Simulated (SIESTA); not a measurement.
## A series of single points on GeS

System: GeS (Pnma, 8 atoms in the cell).
Method: Kohn-Sham DFT of a periodic cell, PBEsol, PseudoDojo 0.4 standard, converted to PSML, no spin polarisation (SIESTA 5.4.2).

The 7 runs differ only in the geometry, by an even scaling of the cell at fixed fractional positions. The structure derives from an entry of the Crystallography Open Database.

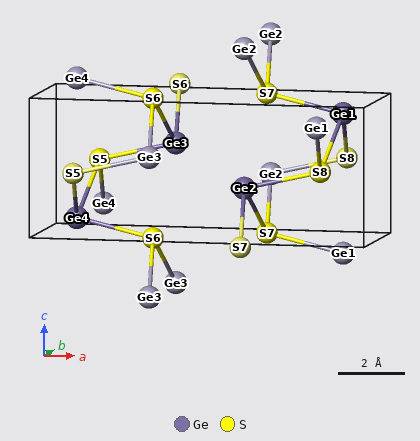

Figure 1. The structure of run 4 (ball-and-stick view of the cell of the calculation, seen slightly off an axis; neighbours outside the cell are drawn fainter; atoms are numbered from 1 in the order of the input). An atom can appear more than once, as a periodic image.

**Input of run 4**
```
SystemName                      GeS
SystemLabel                     GeS
NumberOfSpecies                 2
NumberOfAtoms                   8
%block ChemicalSpeciesLabel
  1  32 Ge
  2  16 S
%endblock ChemicalSpeciesLabel

LatticeConstant                 1.0 Ang
%block LatticeVectors
    10.4810000000     0.0000000000     0.0000000000
     0.0000000000     3.6460000000     0.0000000000
     0.0000000000     0.0000000000     4.2990000000
%endblock LatticeVectors
AtomicCoordinatesFormat         Fractional
%block AtomicCoordinatesAndAtomicSpecies
     0.8779000000     0.7500000000     0.8723000000  1  Ge
     0.6221000000     0.2500000000     0.3723000000  1  Ge
     0.3779000000     0.7500000000     0.6277000000  1  Ge
     0.1221000000     0.2500000000     0.1277000000  1  Ge
     0.1505000000     0.7500000000     0.4977000000  2  S
     0.3495000000     0.2500000000     0.9977000000  2  S
     0.6505000000     0.7500000000     0.0023000000  2  S
     0.8495000000     0.2500000000     0.5023000000  2  S
%endblock AtomicCoordinatesAndAtomicSpecies

%block kgrid.MonkhorstPack
    2   0   0  0.0
    0   5   0  0.0
    0   0   4  0.0
%endblock kgrid.MonkhorstPack
XC.Functional                   GGA
XC.Authors                      PBEsol
PAO.BasisSize                   DZP
PAO.EnergyShift                 0.003 Ry
Mesh.Cutoff                     800 Ry
OccupationFunction              FD
ElectronicTemperature           0.05 eV
MaxSCFIterations                120
SCF.MustConverge                false
SCF.Mixer.Method                Pulay
SCF.Mixer.Weight                0.25
SCF.Mixer.History               8
SCF.DM.Tolerance                5.0e-05
SCF.H.Tolerance                 1.0e-03 eV
WriteForces                     true
Charge.Mulliken                 end
%block PAO.Basis
  Ge 4
  n=4 0 2
    5.960 0.000
  n=4 1 2
    8.130 0.000
  n=3 2 2
    3.189 0.000
  n=4 2 1
    8.130
%endblock PAO.Basis
```

Command:
```bash
siesta GeS.fdf > GeS.out 2>&1
```

Run 3 differs from it as follows:
```diff
-    10.4810000000     0.0000000000     0.0000000000
-     0.0000000000     3.6460000000     0.0000000000
-     0.0000000000     0.0000000000     4.2990000000
+    10.4106555986     0.0000000000     0.0000000000
+     0.0000000000     3.6215294640     0.0000000000
+     0.0000000000     0.0000000000     4.2701467816
```

**Results, with one run withheld**

| run | volume per atom (Å³) | free energy per atom, from the lowest run given (meV) | pressure (GPa) | gap on the mesh (eV) |
| --- | --- | --- | --- | --- |
| 1 | 19.303 | 22.91 | 5.52 | 0.82 |
| 2 | 19.714 | 11.14 | 3.74 | 0.87 |
| 3 | 20.124 | ? | ? | ? |
| 4 | 20.535 | 0.07 | 0.69 | 0.97 |
| 5 | 20.946 | 0.00 | −0.61 | 1.01 |
| 6 | 21.357 | 3.16 | −1.81 | 1.05 |
| 7 | 21.767 | 9.22 | −2.89 | 1.09 |

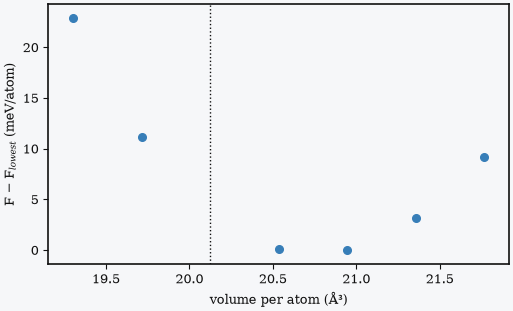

Figure 2. Free energy per atom of the runs given; the dotted line marks run 3.

What should run 3 give?

A cubic polynomial in V^(−2/3) (the Birch–Murnaghan form), fitted to the 6 runs given, misses them by under 0.01 meV per atom. With x = V^(−2/3) − 0.13319 Å⁻², it reads F = −0.080901 + 819.22 x + 5.4919e+05 x² − 4.2558e+05 x³ (meV per atom). At run 3 it gives 3.67 meV per atom, and the run itself gives 3.66. The slope of the fit gives a pressure −dF/dV of 2.14 GPa there, and the run prints 2.14 GPa. The fit has its minimum at 20.747 Å³ per atom, where V d²F/dV² gives 66.2 GPa. Cell shape and fractional positions are held, so this is the stiffness under even scaling; the relaxed bulk modulus wasn't computed and can be far lower in a crystal of layers, chains or molecules like this one. The gap on the mesh goes, without turning, from 0.82 eV in run 1 to 1.09 eV in run 7; run 3 has 0.92 eV. These are gaps of this functional on this mesh, which can miss the band edges; they aren't the measured gap.

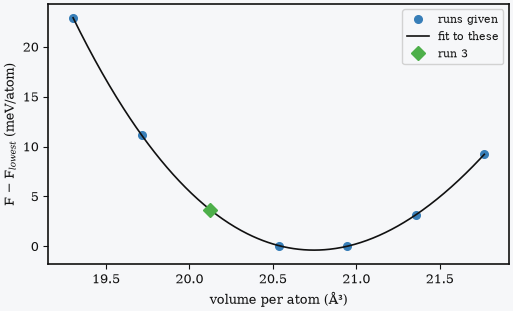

Figure 3. The fit and the withheld run.

**Some lines of the output (run 3)**
```
[...]
outcell: Cell volume (Ang**3)        :    160.9952
stepf: Fermi-Dirac step function
siesta: Etot    =    -10907.511271
siesta: FreeEng =    -10907.511271
        iscf     Eharris(eV)        E_KS(eV)     FreeEng(eV)     dDmax    Ef(eV) dHmax(eV)
siesta: E_KS(eV) =           -10908.3835
siesta: E_KS - E_eggbox =    -10908.3835
siesta: Etot    =    -10908.383452
siesta: FreeEng =    -10908.383458
siesta:         Fermi =      -4.479882
siesta: Cell volume =        160.995192 Ang**3
    Orbital volume contribution        =           7.110548 eV
```

Notes: Points of doubt noted for this run: mulliken charges of long orbitals. With a small basis of atomic orbitals these values can differ much from converged plane-wave results.
